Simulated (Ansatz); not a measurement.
# Two runs on V

System: V (Im-3m, 1 atom in the cell).
Method of run 1: DFT, r2SCAN, PAW, plane waves, scalar-relativistic, spin-polarised (Ansatz 0.2.0).

The structure derives from an entry of the Crystallography Open Database. Text and figures count atoms from 1; the logs count them from 0 in places.

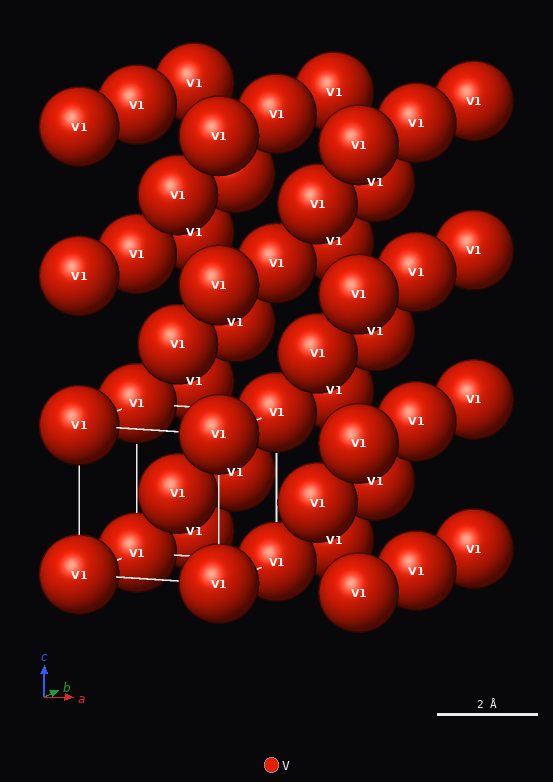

Figure 1. The structure as given in the input (spheres-only view of the cell 2 times as large as that of the calculation, set on its symmetry axes, repeated 2 × 2 × 3, seen slightly off an axis; atoms are numbered from 1 in the order of the input).

Input file, run 1:
```yaml
crystal:
  lattice:
    - [-1.512, 1.512, 1.512]
    - [1.512, -1.512, 1.512]
    - [1.512, 1.512, -1.512]
  atoms:
    - { symbol: V, position: [0.0, 0.0, 0.0], spin: 0.3 }
magnetization:
  spin_polarized: true
  initial_magnetization: 0.3
  spin_locking: { lock_magnetization: hard }
hamiltonian:
  xc: r2scan
  pseudopotentials: { kind: paw }
basis:
  ecutwfc: 500
kpoints:
  mp_grid: { grid: [13, 13, 13] }
scf:
  occupations: { method: fermi_dirac, width: 0.1 }
  lower_state_search: "off"
  max_iter: 150
output:
  forces: true
  stress: true
```

Launched with:
```bash
ansatz run input.yaml --threads 2 --pin off --max-ram 5120MiB --backend cpu --events-out ev --progress --plain --runs-dir out
```

Hardware: 2 threads of Intel Xeon @ 2.50GHz (Skylake/Cascade Lake), 16 GiB of memory available, shared host.

Output, shortened to warnings, some set-up lines, iterations and results (run 1):
```
Warning: This run holds its total moment fixed (magnetization.spin_locking.lock_magnetization: hard) and mixes its density by anderson or broyden (scf.mixing.algorithm, typed or taken by auto). Slabs with a fixed moment have converged under broyden above another state at the same moment, at the default mixing steps and at smaller ones, and under scf.lower_state_search: standard, light or off a …
Warning: output.stress: scf.convergence.dr2_threshold = 1e-7 eV (the SCF's general default) is looser than the 1e-10 eV advised for a printed stress (1e-10 eV for each atom of the cell: 1). What an SCF threshold leaves in a stress goes as its square root, and in the free energy as the threshold itself, and one threshold admits the most on a small cell: of the crystals measured, under no hybrid …
Basis set: ecut = 500 eV, 369 PW (Γ), exchange–correlation on 80×80×80 points (64 copies of the dense FFT grid, shifted against one another)
Symmetry: 48 space group operations
k-points: 84 of 2197
Initial density: superposition of atomic densities (chi_scale 0.1, normalization cell)
[...]
SCF iter   1: F=—  HF=-2917.363603 eV  |F-HF|=—  |Δ(HF+E_count)|=         —  Δρ=5.73e-2 (↑5.73e-2 ↓4.30e-2)  dr2=1.25e0  dr2_τ=5.41e-3  dr2_m=7.76e-3  M=0.300 μB ∫|m|=0.300 …
SCF iter   2: F=—  HF=-2917.067916 eV  |F-HF|=—  |Δ(HF+E_count)|=   2.96e-1  Δρ=1.18e-2 (↑1.08e-2 ↓1.18e-2)  dr2=4.97e-2  dr2_τ=2.04e-3  dr2_m=3.17e-4  M=0.300 μB ∫|m|=0.300 …
SCF iter   3: F=—  HF=-2917.069506 eV  |F-HF|=—  |Δ(HF+E_count)|=   1.59e-3  Δρ=6.71e-3 (↑6.71e-3 ↓6.49e-3)  dr2=6.57e-3  dr2_τ=3.44e-4  dr2_m=1.00e-5  M=0.300 μB ∫|m|=0.300 …
SCF iter   4: F=—  HF=-2917.075495 eV  |F-HF|=—  |Δ(HF+E_count)|=   5.99e-3  Δρ=4.01e-3 (↑4.01e-3 ↓3.89e-3)  dr2=2.20e-3  dr2_τ=1.05e-4  dr2_m=2.56e-6  M=0.300 μB ∫|m|=0.300 …
SCF iter   5: F=—  HF=-2917.079546 eV  |F-HF|=—  |Δ(HF+E_count)|=   4.05e-3  Δρ=6.58e-4 (↑6.58e-4 ↓6.43e-4)  dr2=7.98e-5  dr2_τ=2.03e-6  dr2_m=2.46e-7  M=0.300 μB ∫|m|=0.301 …
SCF iter   6: F=—  HF=-2917.079601 eV  |F-HF|=—  |Δ(HF+E_count)|=   5.46e-5  Δρ=3.81e-4 (↑3.81e-4 ↓3.53e-4)  dr2=2.18e-5  dr2_τ=7.61e-7  dr2_m=7.32e-8  M=0.300 μB ∫|m|=0.301 …
SCF iter   7: F=—  HF=-2917.079617 eV  |F-HF|=—  |Δ(HF+E_count)|=   1.61e-5  Δρ=4.13e-5 (↑3.13e-5 ↓4.13e-5)  dr2=2.09e-7  dr2_τ=6.81e-9  dr2_m=7.38e-8  M=0.300 μB ∫|m|=0.301 …
SCF iter   8: F=—  HF=-2917.079617 eV  |F-HF|=—  |Δ(HF+E_count)|=   7.09e-7  Δρ=1.73e-5 (↑1.26e-5 ↓1.73e-5)  dr2=7.16e-8  dr2_τ=2.32e-9  dr2_m=3.24e-9  M=0.300 μB ∫|m|=0.301 …
SCF iter   9: F=—  HF=-2917.079618 eV  |F-HF|=—  |Δ(HF+E_count)|=   2.75e-7  Δρ=1.09e-5 (↑9.82e-6 ↓1.09e-5)  dr2=3.98e-8  dr2_τ=9.41e-10  dr2_m=1.94e-10  M=0.300 μB …
SCF iter  10: F=-2917.079618 eV  HF=-2917.079618 eV  |F-HF|=1.68e-8  |Δ(HF+E_count)|=   1.65e-7  Δρ=3.04e-6 (↑3.04e-6 ↓2.51e-6)  dr2=2.66e-9  dr2_τ=7.14e-11  dr2_m=3.28e-11  …
SCF 1 converged in 10 iterations: F = -2917.079618 eV  dr2 = 2.66e-9
this state was not tested for a lower state beside it, because the mixer in use, unlike msr1, does not test its closes by its own steps (another_mixer; see scf.mixing.algorithm and scf.lower_state_search)
SCF converged after 10 iterations
Magnetization: 0.3000 μB (6.6500 up, 6.3500 down)
Absolute magnetization: 0.3006 μB (∫|ρ↑−ρ↓|, with the PAW one-centre terms)
Spin contamination: 0.0039 ħ² per cell (⟨S²⟩ above its minimum at these occupations)
Per-site moments (μB) at R_I (Å): [(0.24535095316600133, 1.080280088680709)]
Free energy (F): -2917.079618 eV
Harris-Foulkes:  -2917.079618 eV  (|F-HF|=1.68e-8)
Internal energy: -2917.026160 eV  (E = F + TS)
E sigma→0 (E₀):  -2917.052889 eV
Entropy (-TS):   -0.053458 eV (-53.458 meV/atom)
Fermi energy:    15.994811 (↑ 16.003171, ↓ 15.986452) eV
--- Per-component energies (eV) ---
  E_band       = -166.495043
  E_kinetic    = 335.556545
  E_local      = -909.061064  (includes V_loc(G=0)·N_el)
  E_nonlocal   = -45.919922
  E_hartree    = 414.394091
  E_xc         = -126.442980
  E_vxc        = -184.066642  (∫ρ·V_xc dr)
  E_paw        = -1120.965064  (= ΣΔE_a)
  E_vpaw       = -204.122769  (= ΣTr[D̂ρ^β])
  E_aug_tail   = 0.000184  (compensation charges beyond the density's cutoff)
  E_vtau       = 12.328373  (kinetic-family band-sum trace: ∫τ·v_τ [+ j·A + Jᵃ·Aᵃ] dr)
  E_ewald      = -1464.322170
  E_core_change = -0.265781  (= ΣΔE_core)
  E_smearing   = -0.053458  (= −TS)
  E_closure    = 0.000000  (closes the sum)
  Σ components = -2917.079618   (vs F -2917.079618, Δ=0.00e0)
--- Forces (eV/Å), atoms counted from 1 ---
  atom   1  V     -0.00000000     0.00000000     0.00000000
  max |Σ_I F_I| component: 1.25e-31 eV/Å
--- Stress (GPa, compression-positive) ---
       -6.697085      -0.000000       0.000000
        0.000000      -6.697085      -0.000000
       -0.000000      -0.000000      -6.697085
  P = ⅓ Tr σ = -6.6971 GPa (-66.971 kbar)
```

For run 2 the input was changed thus:
```diff
-    - { symbol: V, position: [0.0, 0.0, 0.0], spin: 0.3 }
+    - { symbol: V, position: [0.0, 0.0, 0.0] }
-  initial_magnetization: 0.3
+  initial_magnetization: 0.0
```

How does run 2 compare with run 1?

The total moment is fixed by the input in run 1 and run 2, so the state need not be the lowest. With the same functional and potentials, run 2 lies 0.9 meV per atom lower. The net moment of the cell goes from 0.30 to 0.00 μB. The pressure goes from −6.70 to −7.09 GPa. The SCF takes 7 iterations against 10.

Output, shortened to warnings, some set-up lines, iterations and results (run 2):
```
Warning: output.stress: scf.convergence.dr2_threshold = 1e-7 eV (the SCF's general default) is looser than the 1e-10 eV advised for a printed stress (1e-10 eV for each atom of the cell: 1). What an SCF threshold leaves in a stress goes as its square root, and in the free energy as the threshold itself, and one threshold admits the most on a small cell: of the crystals measured, under no hybrid …
Basis set: ecut = 500 eV, 369 PW (Γ), exchange–correlation on 80×80×80 points (64 copies of the dense FFT grid, shifted against one another)
Symmetry: 48 space group operations
k-points: 84 of 2197
Initial density: superposition of atomic densities (chi_scale 0.1, normalization cell)
[...]
SCF iter   1: F=—  HF=-2917.380675 eV  |F-HF|=—  |Δ(HF+E_count)|=         —  Δρ=5.04e-2 (↑5.04e-2 ↓5.04e-2)  dr2=1.27e0  dr2_τ=5.06e-3  dr2_m=0.00e0  M=0.000 μB ∫|m|=0.000 μB …
SCF iter   2: F=—  HF=-2917.069633 eV  |F-HF|=—  |Δ(HF+E_count)|=   3.11e-1  Δρ=1.12e-2 (↑1.12e-2 ↓1.12e-2)  dr2=5.06e-2  dr2_τ=2.04e-3  dr2_m=0.00e0  M=0.000 μB ∫|m|=0.000 …
SCF iter   3: F=—  HF=-2917.071800 eV  |F-HF|=—  |Δ(HF+E_count)|=   2.17e-3  Δρ=6.36e-3 (↑6.36e-3 ↓6.36e-3)  dr2=6.03e-3  dr2_τ=3.23e-4  dr2_m=0.00e0  M=0.000 μB ∫|m|=0.000 …
SCF iter   4: F=—  HF=-2917.080313 eV  |F-HF|=—  |Δ(HF+E_count)|=   8.51e-3  Δρ=9.37e-4 (↑9.37e-4 ↓9.37e-4)  dr2=1.70e-4  dr2_τ=3.64e-6  dr2_m=0.00e0  M=0.000 μB ∫|m|=0.000 …
SCF iter   5: F=—  HF=-2917.080483 eV  |F-HF|=—  |Δ(HF+E_count)|=   1.70e-4  Δρ=1.24e-4 (↑1.24e-4 ↓1.24e-4)  dr2=5.24e-6  dr2_τ=1.07e-7  dr2_m=0.00e0  M=0.000 μB ∫|m|=0.000 …
SCF iter   6: F=—  HF=-2917.080476 eV  |F-HF|=—  |Δ(HF+E_count)|=   7.55e-6  Δρ=2.57e-5 (↑2.57e-5 ↓2.57e-5)  dr2=2.84e-7  dr2_τ=3.58e-9  dr2_m=0.00e0  M=0.000 μB ∫|m|=0.000 …
SCF iter   7: F=-2917.080476 eV  HF=-2917.080476 eV  |F-HF|=2.74e-9  |Δ(HF+E_count)|=   2.29e-8  Δρ=3.26e-6 (↑3.26e-6 ↓3.26e-6)  dr2=2.43e-9  dr2_τ=3.72e-11  dr2_m=0.00e0  …
SCF 1 converged in 7 iterations: F = -2917.080476 eV  dr2 = 2.43e-9
SCF converged after 7 iterations
Stability checked in part: among states of this total moment the steps that led to this state did not find it unstable. No probe was made; neither looks for a lower state of another moment (fixed_total_moment; see scf.lower_state_search)
Magnetization: 0.0000 μB (6.5000 up, 6.5000 down)
Absolute magnetization: 0.0000 μB (∫|ρ↑−ρ↓|)
Spin contamination: 0.0000 ħ² per cell (⟨S²⟩ above its minimum at these occupations)
Per-site moments (μB) at R_I (Å): [(0.0, 1.080280088680709)]
Free energy (F): -2917.080476 eV
Harris-Foulkes:  -2917.080476 eV  (|F-HF|=2.74e-9)
Internal energy: -2917.023878 eV  (E = F + TS)
E sigma→0 (E₀):  -2917.052177 eV
Entropy (-TS):   -0.056598 eV (-56.598 meV/atom)
Fermi energy:    15.973394 (↑ 15.973394, ↓ 15.973394) eV
--- Per-component energies (eV) ---
  E_band       = -166.567773
  E_kinetic    = 335.525336
  E_local      = -908.943243  (includes V_loc(G=0)·N_el)
  E_nonlocal   = -45.961772
  E_hartree    = 414.301913
  E_xc         = -126.432834
  E_vxc        = -184.056746  (∫ρ·V_xc dr)
  E_paw        = -1120.925510  (= ΣΔE_a)
  E_vpaw       = -204.064346  (= ΣTr[D̂ρ^β])
  E_aug_tail   = 0.000184  (compensation charges beyond the density's cutoff)
  E_vtau       = 12.329987  (kinetic-family band-sum trace: ∫τ·v_τ [+ j·A + Jᵃ·Aᵃ] dr)
  E_ewald      = -1464.322170
  E_core_change = -0.265781  (= ΣΔE_core)
  E_smearing   = -0.056598  (= −TS)
  E_closure    = 0.000000  (closes the sum)
  Σ components = -2917.080476   (vs F -2917.080476, Δ=0.00e0)
--- Forces (eV/Å), atoms counted from 1 ---
  atom   1  V     -0.00000000     0.00000000    -0.00000000
  max |Σ_I F_I| component: 1.34e-31 eV/Å
--- Stress (GPa, compression-positive) ---
       -7.085269      -0.000000       0.000000
        0.000000      -7.085269       0.000000
       -0.000000      -0.000000      -7.085269
  P = ⅓ Tr σ = -7.0853 GPa (-70.853 kbar)
```

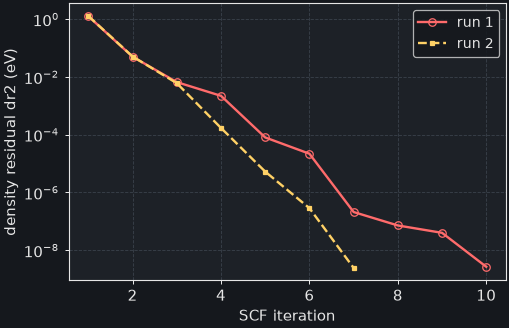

Figure 2. Convergence of the two runs: density residual dr2 against the SCF iteration. Run 1 takes 10 iterations in all, and run 2 takes 7.

The two runs side by side:

| quantity | run 1 | run 2 |
| --- | --- | --- |
| outcome | converged | converged |
| free energy per atom (eV) | −2917.0796 | −2917.0805 |
| energy per atom, smearing taken to zero (eV) | −2917.0529 | −2917.0522 |
| net moment of the cell (μB) | 0.30 | 0.00 |
| absolute moment of the cell (μB) | 0.30 | 0.00 |
| pressure (GPa) | −6.70 | −7.09 |
| largest force (eV/Å) | 0.000 | 0.000 |
| SCF iterations | 10 | 7 |
| irreducible k-points | 84 | 84 |
| plane waves at Γ | 369 | 369 |
| wall time (shared host) | 2.4 s | 1.3 s |

For run 1: Warnings: the fixed-moment state was not checked against others; the state was not tested for a lower one; the SCF threshold is looser than advised for the printed stress. The cell is under a tension of 6.7 GPa at this level, so it is not at its equilibrium volume. For run 2: Warnings: the SCF threshold is looser than advised for the printed stress. The cell is under a tension of 7.1 GPa at this level, so it is not at its equilibrium volume.
